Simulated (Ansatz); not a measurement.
Run report: Ta5As4, band-structure calculation (part 2 of 2)

Continued. System: Ta5As4 (9 atoms in the cell). Method: DFT PBEsol, scalar-relativistic, plane waves, PAW, no spin polarisation (Ansatz 0.2.0); cutoff 420 eV, 12×12×12 k-mesh, Gaussian smearing of 0.1 eV. The structure derives from an entry of the Crystallography Open Database.

Geometry of the input (Å; fractional positions):
```
-4.8925  4.8925  1.6957
4.8925  -4.8925  1.6957
4.8925  4.8925  -1.6957
Ta 0.0000  0.0000  0.0000
Ta 0.3681  0.3057  0.6738
Ta 0.3057  0.6319  0.9376
Ta 0.6319  0.6943  0.3262
Ta 0.6943  0.3681  0.0624
As 0.2864  0.0516  0.3380
As 0.0516  0.7136  0.7653
As 0.7136  0.9484  0.6620
As 0.9484  0.2864  0.2347
```

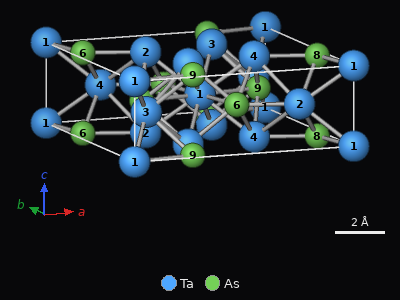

*The input geometry (ball-and-stick view of the cell 2 times as large as that of the calculation, set on its symmetry axes, seen slightly off an axis; atoms are numbered from 1 in the order of the input). An atom can appear more than once, as a periodic image.*

Output, continued
```
  k-point 2: bands = ["-51.5739", "-51.5596", "-51.5428", "-51.5427", "-51.1359", "-19.3326", "-19.3286", "-19.3280", "-19.3274", "-19.3273", "-19.3272", "-19.3257", "-19.3234", "-19.3072", "-19.3050", "-19.2990", "-19.2986", "-19.2985", "-19.2979", "-19.2926", "-19.2909", "-19.2909", "-19.2827", "-19.2790", "-19.2788", "-18.3691", "-18.3294", "-18.3038", "-18.2265", "-18.1276", "-18.1207", "-18.1003", "-18.0843", "-18.0812", "-18.0520", "-17.9911", "-17.9759", "-17.5189", "-17.5025", "-17.4418", "3.0168", "4.4162", "4.6253", "5.2506", "9.3377", "9.9629", "10.5524", "10.9057", "12.2267", "13.0751", "13.4361", "13.4703", "13.7522", "13.9708", "13.9958", "14.1334", "14.4725", "14.7626", "15.1350", "15.4947", "15.6246", "15.7741", "16.0884", "16.8287", "17.4799", "17.5130", "17.9356", "18.4227", "18.7877", "18.9140", "19.0863", "19.3595", "19.6066", "19.6260", "19.9465", "20.1600", "20.4862", "20.6323", "21.0398", "21.2778", "21.3220", "21.4897", "22.0883", "22.4282", "22.5522"]
  k-point 241: bands = ["-51.5638", "-51.5638", "-51.5541", "-51.5378", "-51.1356", "-19.3344", "-19.3344", "-19.3305", "-19.3272", "-19.3264", "-19.3264", "-19.3256", "-19.3235", "-19.3063", "-19.3055", "-19.3055", "-19.3018", "-19.2923", "-19.2923", "-19.2911", "-19.2887", "-19.2887", "-19.2849", "-19.2803", "-19.2774", "-18.4025", "-18.4025", "-18.2974", "-18.1824", "-18.1701", "-18.1554", "-18.1554", "-18.0593", "-17.9898", "-17.9898", "-17.9564", "-17.8466", "-17.5818", "-17.5818", "-17.4542", "4.0780", "4.0780", "4.2687", "4.3563", "10.0010", "10.5032", "11.3090", "11.4677", "11.4677", "12.4833", "13.0529", "13.0529", "13.6640", "13.8143", "13.8836", "13.8836", "14.5146", "15.1452", "15.1452", "15.8523", "15.8711", "16.1601", "16.5587", "16.5587", "17.3302", "17.4286", "17.4286", "17.5186", "17.7456", "17.8933", "18.7334", "18.8978", "18.8978", "19.0003", "20.2693", "21.0304", "21.0304", "21.7179", "21.7179", "22.3410", "22.3410", "22.8086", "23.2757", "23.4786", "23.7206"]
--- Löwdin populations: 9 sites ---
  site symbol       q [e]
     0     Ta     12.7818
     1     Ta     12.7609
     2     Ta     12.7609
     3     Ta     12.7609
     4     Ta     12.7609
     5     As     15.1442
     6     As     15.1442
     7     As     15.1442
     8     As     15.1442
  spilling = 0.004781 (of n_electrons = 125.000000)
--- Bader charges: 9 sites ---
  site symbol  charge [e]  shift [e]
     0     Ta      0.4194     0.0002
     1     Ta      0.8341     0.0031
     2     Ta      0.8341     0.0031
     3     Ta      0.8341     0.0031
     4     Ta      0.8341     0.0031
     5     As     -0.9389     0.0031
     6     As     -0.9389     0.0031
     7     As     -0.9389     0.0031
     8     As     -0.9389     0.0031
  estimated error of the sums over rays = 9.6e-4 e
```

File bader_charges.tsv
```
# site	symbol	x_ang	y_ang	z_ang	partial_charge_e	electrons	volume_ang3	relative_density_drop	shared_charge_e	partial_wave_shift_e
# quadrature_error_electrons = 9.6e-4
0	Ta	0.0000	0.0000	0.0000	0.41944	72.58056	15.58	-	0.41944	0.00025
1	Ta	2.9913	3.6018	0.0000	0.83408	72.16592	15.27	-	0.83408	0.00308
2	Ta	6.1832	2.9913	0.0000	0.83407	72.16593	15.27	-	0.83407	0.00308
3	Ta	1.9012	1.2907	1.6957	0.83407	72.16593	15.27	-	0.83407	0.00308
4	Ta	-1.2907	1.9012	1.6957	0.83407	72.16593	15.27	-	0.83407	0.00308
5	As	0.5052	2.8021	0.0000	-0.93893	33.93893	21.42	-	-0.93893	0.00314
6	As	6.9828	0.5052	0.0000	-0.93893	33.93893	21.42	-	-0.93893	0.00314
7	As	4.3873	2.0904	1.6957	-0.93894	33.93894	21.42	-	-0.93894	0.00314
8	As	-2.0904	4.3873	1.6957	-0.93892	33.93892	21.42	-	-0.93892	0.00314
```

File populations.tsv
```
# site	symbol	l	j	q
# orbitals = lowdin
# n_electrons = 125.000000
# spilling = 0.004781
0	Ta	0_5S	-	1.949742
0	Ta	0_6S	-	0.716024
0	Ta	1_5P	-	5.981443
0	Ta	2_5D	-	4.134638
1	Ta	0_5S	-	1.956745
1	Ta	0_6S	-	0.623472
1	Ta	1_5P	-	5.986727
1	Ta	2_5D	-	4.193977
2	Ta	0_5S	-	1.956745
2	Ta	0_6S	-	0.623472
2	Ta	1_5P	-	5.986727
2	Ta	2_5D	-	4.193977
3	Ta	0_5S	-	1.956745
3	Ta	0_6S	-	0.623472
3	Ta	1_5P	-	5.986727
3	Ta	2_5D	-	4.193977
4	Ta	0_5S	-	1.956745
4	Ta	0_6S	-	0.623472
4	Ta	1_5P	-	5.986727
4	Ta	2_5D	-	4.193977
5	As	0_4S	-	1.602508
5	As	1_4P	-	3.544539
5	As	2_3D	-	9.997157
6	As	0_4S	-	1.602508
6	As	1_4P	-	3.544539
6	As	2_3D	-	9.997157
7	As	0_4S	-	1.602508
7	As	1_4P	-	3.544539
7	As	2_3D	-	9.997157
8	As	0_4S	-	1.602508
8	As	1_4P	-	3.544539
8	As	2_3D	-	9.997157
```

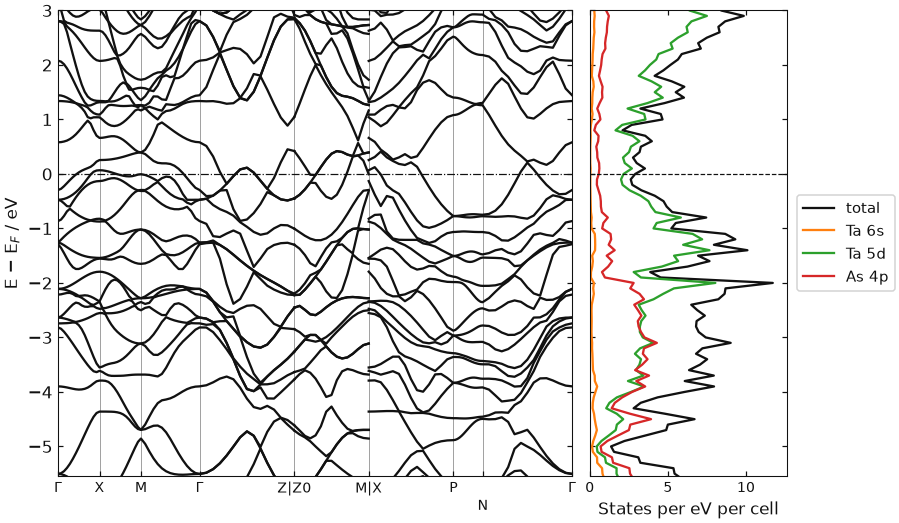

*Band structure along Γ–X–M–Γ–Z|Z0–M|X–P–N–Γ and density of states (projected on Löwdin-orthogonalised atomic shells), with energies from the Fermi level.*

Bands cross the Fermi level: a metal at this level of theory.

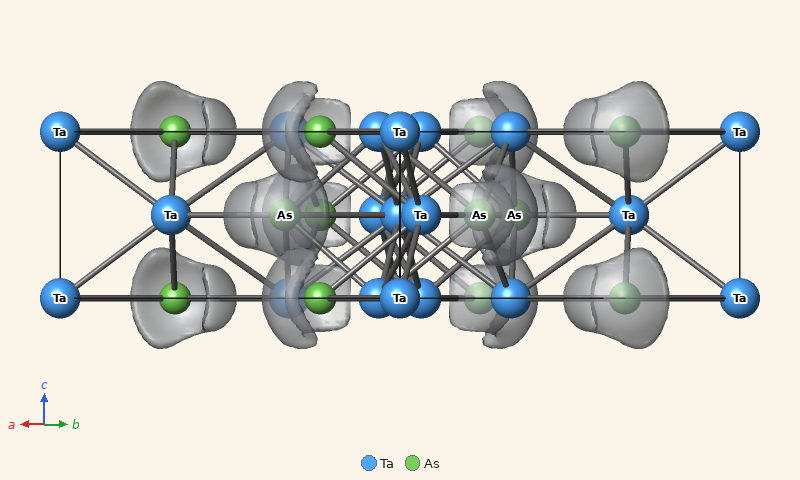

*Isosurface of the electron localisation function at 0.65 (grey), seen along [110]. Only the valence region is drawn (cores and ρ < 0.01 e/Å³ removed). Sticks mark near contacts. The outline is the cell set on symmetry axes.*

Profiles from the grid: Ta–As (2.61 Å): the ELF is about 0.35 at the midpoint; a polar contact without a shared pair, in a metal. Ta–Ta (2.86 Å): the ELF is about 0.35 at the midpoint; no shared electron pair. The fields are those of the smooth PAW valence density.

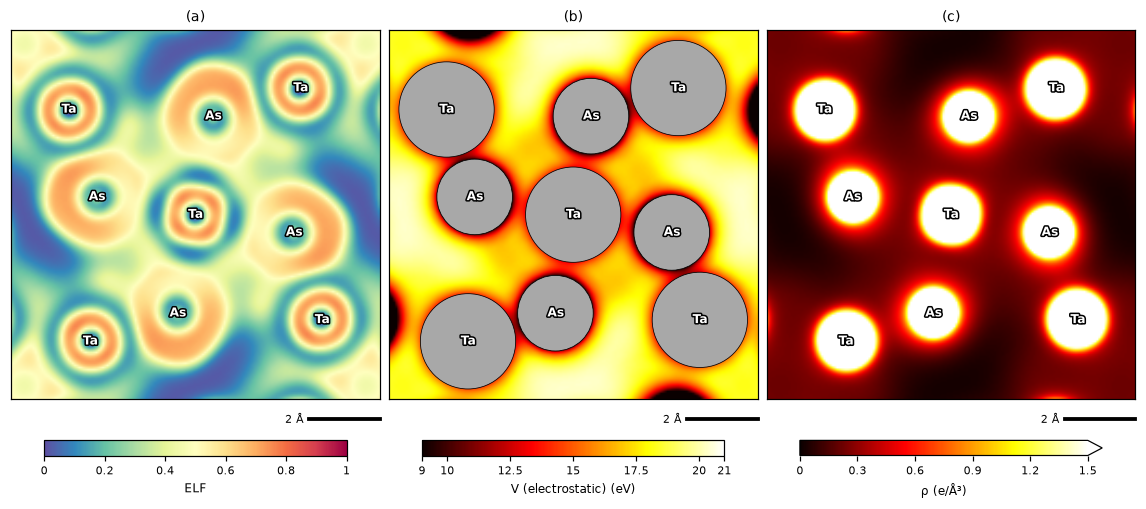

*(a) ELF; (b) electrostatic potential (local pseudopotential plus Hartree) felt by an electron; (c) valence pseudo-density on the (001) plane of the conventional cell. Grey discs, where drawn, cover atomic cores.*

The section cuts through Ta and As sites. Ta–As (2.61 Å): ρ at the midpoint is about 0.41 e/Å³; the ELF is about 0.35 at the midpoint; a polar contact without a shared pair, in a metal. Ta–As (2.85 Å): ρ at the midpoint is about 0.29 e/Å³; the ELF is about 0.30 at the midpoint (no shared pair; the contact is polar). Away from the nuclei the density in this plane falls to 0.03 e/Å³ at its lowest. The strong features right at Ta lie inside the PAW spheres (semicore, d or f shells) and say nothing about bonding. Outside the cores the potential energy rises away from the atoms and is highest about 2.2 Å from the nearest atoms; outside the discs it spans about 11 eV, and its zero is arbitrary.

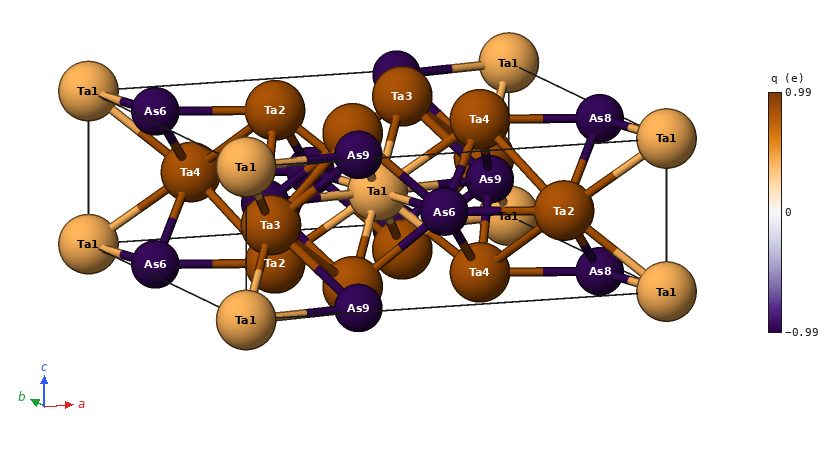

*Bader charges, as the colour of each atom (ball-and-stick view of the cell 2 times as large as that of the calculation, set on its symmetry axes, seen slightly off an axis; atoms are numbered from 1 in the order of the input).*

By element: Ta +0.42 to +0.83 and As −0.94 e.

Key numbers

- outcome: converged
- space group (tolerance 0.01 Å): I4/m (87)
- electrons treated: 125
- free energy: −68289.6646 eV
- Fermi energy: 16.165 eV
- gap on the k-point mesh: none (metallic)
- pressure: 0.00 GPa
- largest force (length of the vector): 0.001 eV/Å
- wall time: 9.3 min (CPU time 19 min)
- peak memory: 3.3 GiB

Notes

Spin–orbit coupling is left out, which matters for Ta.
